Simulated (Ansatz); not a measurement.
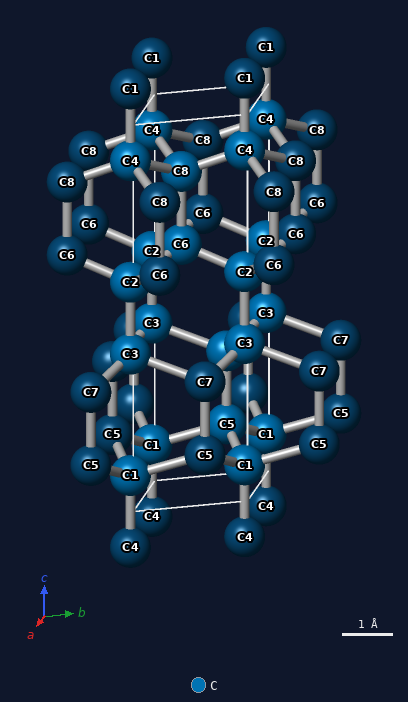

Figure 1. The input geometry (ball-and-stick view of the cell of the calculation, seen slightly off an axis; neighbours outside the cell are drawn fainter; atoms are numbered from 1 in the order of the input). Near neighbours in the crystal (not all of them lie inside the picture): C has 4 C at 1.41 to 1.63 Å.

# Single-point calculation, with input and output: C

System: C (Amm2, 8 atoms in the cell).
Method: DFT PBE, scalar-relativistic, plane waves, PAW, PAW set soft_1, no spin polarisation (Ansatz 0.2.0).

The structure derives from an entry of the Crystallography Open Database. Figures and captions count atoms from 1; the log counts them from 0 in places.

Input file
```yaml
crystal:
  lattice:
    - [2.4760125462, 0.0, 0.0]
    - [-1.2380062731, 2.1442897651, 0.0]
    - [0.0, 0.0, 8.16600358]
  atoms:
    - { symbol: C, position: [-0.0137570027, -0.0275140053, 0.0929732494] }
    - { symbol: C, position: [-0.0137570027, -0.0275140053, 0.5929732494] }
    - { symbol: C, position: [-0.0137570027, -0.0275140053, 0.4070267506] }
    - { symbol: C, position: [-0.0137570027, -0.0275140053, 0.9070267506] }
    - { symbol: C, position: [0.347090336, 0.694180672, 0.1555299995] }
    - { symbol: C, position: [0.6804236693, 0.3608473387, 0.6555299995] }
    - { symbol: C, position: [0.347090336, 0.694180672, 0.3444700005] }
    - { symbol: C, position: [0.6804236693, 0.3608473387, 0.8444700005] }
basis:
  ecutwfc: 520.0
kpoints:
  mp_grid: { grid: [12, 12, 4] }
hamiltonian:
  xc: pbe
  pseudopotentials: { kind: paw, azcp: { folder: soft_1 } }
scf:
  occupations: { method: gaussian, width: 0.05 }
output:
  forces: true
  stress: true
  eigenvalues: true
  write_density: true
  write_potential: true
  elf: true
  volumetric_format: npy
```

Hardware: 2 threads of Arm Neoverse N1, 98 GiB of memory available, shared host.

Command:
```bash
ansatz run input.yaml --threads 2 --pin off --max-ram 4096MiB --backend cpu --events-out ev --progress --plain --runs-dir out
```

Log
```
Engine: ansatz 0.2.0, aarch64-unknown-linux-gnu
Pseudopotentials: kind: paw
Pseudopotential: C, paw, valence charge 4, recommended cutoff 420 eV (normal), [file]
Functional definition: PBE
  parameter kappa = 0.804
  parameter beta = 0.06672455060314922
  exchange = pbe_x(kappa = kappa, mu = beta*pi^2/3)
  correlation = pbe_c(beta = beta)
Crystal: 8 atoms, lattice volume = 43.356 Å³
Basis set: ecut = 520 eV, 1177 PW (Γ), exchange–correlation on 40×40×128 points (8 copies of the dense FFT grid, shifted against one another)
Bands: 24, of which v1, the nominal top of the filled ones, is band 16 counted from 1 (15 counted from 0)
Symmetry: 4 space group operations
Space group: Amm2 (ITA 38), of the structure as read, at distance tolerance 3.5e-5 Å
k-points: 129 of 576 (time reversal used)
Non-local potential: C, projectors of the file, l = 0: 2, l = 1: 2, l = 2: 1
PAW form: soft (Blöchl's): semilocal exchange-correlation on the pseudo side does not see the compensation charge
PAW one-centre angular grid: C, 110 points (default); XC on 64 Gauss nodes
Initial density: superposition of atomic densities (chi_scale 0.1, normalization cell)
Initial wavefunctions: pseudopotential atomic-orbital guess
Functional: x = pbe(κ = 0.804, μ = 0.2195149727645171), c = pbe(β = 0.06672455060314922)
SCF iter   1: F=—  HF=-2007.892584 eV  |F-HF|=—  |Δ(HF+E_count)|=         —  Δρ=1.52e-1  dr2=7.05e0  ethr=3.10e-3  ⟨swp⟩=5.9  Hψ=14674  notcnv=0  defer=14
preconditioner: auto → none  [insulator: Δε(μ)=3.704 eV  Ē_g=17.520 eV  σ=0.050 eV  W_gap=1.00  n_scr=6 (ndim 8)  ℏωp=31.9 eV  f_vac=0.000  D(μ)=0.00/eV (n_scr^D=0)  ε∞_Penn≈4.3]
SCF iter   2: F=—  HF=-2005.550519 eV  |F-HF|=—  |Δ(HF+E_count)|=    2.34e0  Δρ=6.22e-2  dr2=1.08e0  ethr=3.10e-3  ⟨swp⟩=3.0  Hψ=7486  notcnv=0  defer=327
SCF iter   3: F=—  HF=-2005.254765 eV  |F-HF|=—  |Δ(HF+E_count)|=   2.96e-1  Δρ=5.42e-3  dr2=4.36e-3  ethr=3.10e-3  ⟨swp⟩=2.8  Hψ=5422  notcnv=0  defer=327
SCF iter   4: F=—  HF=-2005.257211 eV  |F-HF|=—  |Δ(HF+E_count)|=   2.45e-3  Δρ=5.37e-4  dr2=2.15e-4  ethr=1.36e-5  ⟨swp⟩=2.6  Hψ=5088  notcnv=0  defer=327
SCF iter   5: F=—  HF=-2005.257163 eV  |F-HF|=—  |Δ(HF+E_count)|=   4.78e-5  Δρ=1.81e-4  dr2=9.52e-6  ethr=6.71e-7  ⟨swp⟩=2.0  Hψ=4205  notcnv=0  defer=327
SCF iter   6: F=—  HF=-2005.257146 eV  |F-HF|=—  |Δ(HF+E_count)|=   1.67e-5  Δρ=4.85e-5  dr2=2.96e-7  ethr=2.97e-8  ⟨swp⟩=2.1  Hψ=4586  notcnv=0  defer=327
SCF iter   7: F=-2005.257147 eV  HF=-2005.257147 eV  |F-HF|=1.13e-9  |Δ(HF+E_count)|=   5.38e-7  Δρ=8.52e-6  dr2=1.92e-8  ethr=3.13e-10  ⟨swp⟩=16.3  Hψ=23378  notcnv=0
SCF 1 converged in 7 iterations: F = -2005.257147 eV  dr2 = 1.92e-8
  greatest PAW one-centre occupation: 0.659 electrons in one spin orbital (limit 2), on the C atom at site 3 (counted from 0), in its partial waves of l = 0
```

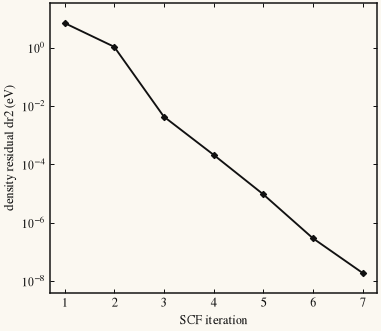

Figure 2. Convergence of the self-consistent field: density residual dr2 against the SCF iteration. The residual falls at every step.

```
SCF converged after 7 iterations
Free energy (F): -2005.257147 eV
Harris-Foulkes:  -2005.257147 eV  (|F-HF|=1.13e-9)
Internal energy: -2005.257147 eV  (E = F + TS)
E sigma→0 (E₀):  -2005.257147 eV
Fermi energy:    16.713061 eV
--- Per-component energies (eV) ---
  E_band       = 156.257268
  E_kinetic    = 733.158964
  E_local      = -435.374276  (includes V_loc(G=0)·N_el)
  E_nonlocal   = 186.017587
  E_hartree    = 105.677986
  E_xc         = -385.063625
  E_vxc        = -475.804588  (∫ρ·V_xc dr)
  E_paw        = -801.080830  (= ΣΔE_a)
  E_vpaw       = -63.095909  (= ΣTr[D̂ρ^β])
  E_aug_tail   = 0.000009  (compensation charges beyond the density's cutoff)
  E_ewald      = -1408.592962
  E_smearing   = -0.000000  (= −TS)
  E_closure    = -0.000000  (closes the sum)
  Σ components = -2005.257147   (vs F -2005.257147, Δ=0.00e0)
--- Forces (eV/Å), atoms counted from 1 ---
  atom   1  C     -0.00000000     3.48325842    -0.49499408
  atom   2  C     -0.00000000     4.80879328    -0.62148866
  atom   3  C     -0.00000000     3.48325842     0.49499408
  atom   4  C     -0.00000000     4.80879328     0.62148866
  atom   5  C      0.00000000    -3.49049184     0.54633253
  atom   6  C     -0.00000000    -4.80159134     0.67141856
  atom   7  C      0.00000000    -3.49049184    -0.54633253
  atom   8  C     -0.00000000    -4.80159134    -0.67141856
  max |Σ_I F_I| component: 6.30e-5 eV/Å
--- Stress (GPa, compression-positive) ---
       28.417194       0.000000       0.000000
        0.000000      34.508976       0.000000
        0.000000       0.000000      27.808653
  P = ⅓ Tr σ = 30.2449 GPa (302.449 kbar)
--- Band table (eV; the first three rows and the last of 129) ---
  k-point 0: bands = ["-7.9772", "-6.2844", "-6.1791", "-2.0648", "0.2350", "7.1667", "7.2501", "10.4179", "10.4433", "11.7794", "11.8652", "13.2715", "13.2722", "14.1855", "15.1054", "15.1585", "18.6526", "18.7542", "19.7862", "20.9528", "21.0761", "21.7091", "22.5940", "22.8035"]
  k-point 1: bands = ["-7.8672", "-6.9925", "-5.2673", "-2.8749", "1.2290", "5.0560", "9.3540", "10.4273", "10.4851", "11.7317", "11.8170", "13.2124", "13.3743", "13.5970", "15.0032", "15.0526", "18.7708", "18.8647", "20.2403", "20.7923", "20.9400", "21.6340", "22.5670", "22.6792"]
  k-point 2: bands = ["-7.5384", "-7.5379", "-4.1254", "-4.1209", "3.0201", "3.0265", "10.3160", "10.4370", "11.3222", "11.6868", "11.7428", "11.9588", "13.4838", "13.5616", "14.8927", "14.9385", "18.8992", "18.9834", "20.5925", "20.8018", "21.0876", "21.1215", "22.4737", "22.7578"]
  k-point 128: bands = ["-3.0284", "-2.9258", "-0.0013", "0.1259", "2.0557", "2.7495", "3.9169", "4.6775", "5.4889", "6.1149", "6.5992", "6.7676", "7.7697", "7.8186", "9.8991", "10.6427", "20.1754", "20.2525", "22.1374", "22.7955", "24.5918", "25.1448", "25.3382", "25.3422"]
```

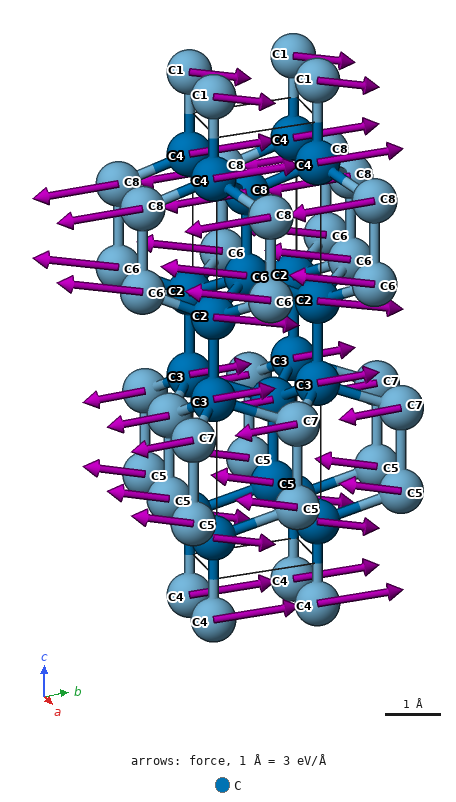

Figure 3. Forces on the atoms as pink arrows (ball-and-stick view of the cell of the calculation, seen slightly off an axis; neighbours outside the cell are drawn fainter; atoms are numbered from 1 in the order of the input). The largest act on C2, C4, C6, C8 (4.85 eV/Å); C5, C7 (3.53 eV/Å); C1, C3 (3.52 eV/Å). The geometry is not a stationary point of this energy.

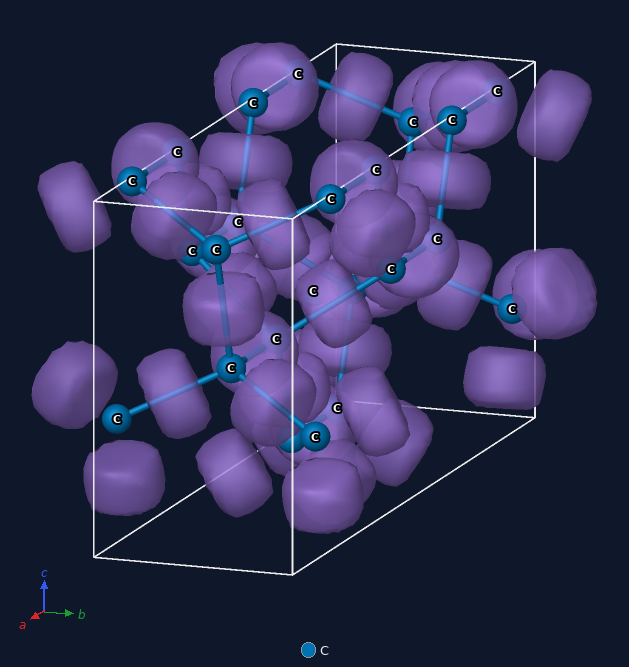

Figure 4. Isosurface of the electron localisation function at 0.7 (purple), seen slightly off an axis. Only the valence region is drawn (cores and ρ < 0.01 e/Å³ removed). Sticks mark near contacts. The outline is the cell set on symmetry axes. Profiles from the grid: C–C (1.41 Å): the ELF peaks at about 0.95 between the atoms, which marks a covalent bond. The fields are those of the smooth PAW valence density.

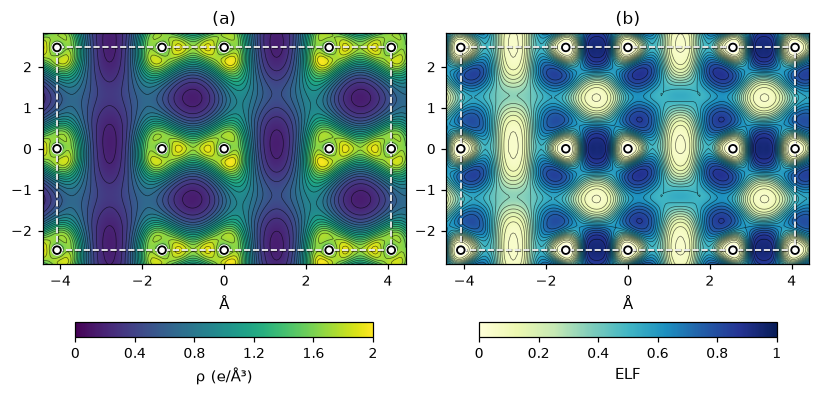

Figure 5. (a) valence pseudo-density; (b) ELF on the (011̄) plane of the conventional cell. Circles mark the nuclei in the plane (C). Atoms in the plane: C. C–C (1.52 Å): ρ is about 1.7 e/Å³ halfway; the ELF peaks at about 0.95 between the atoms, which marks a covalent bond. Away from the nuclei the density in this plane falls to 0.16 e/Å³ at its lowest.

Results in brief

```csv
quantity,value
outcome,converged
space group (tolerance 0.01 Å),Amm2 (38)
electrons treated,32
free energy,−2005.2571 eV
Fermi energy,16.713 eV
gap on the k-point mesh,3.11 eV
pressure,30.24 GPa
largest force (length of the vector),4.849 eV/Å
wall time,22 s (CPU time 44 s)
peak memory,0.44 GiB
```

Remarks

The cell is under a pressure of 30 GPa at this level, so it is not at its equilibrium volume.
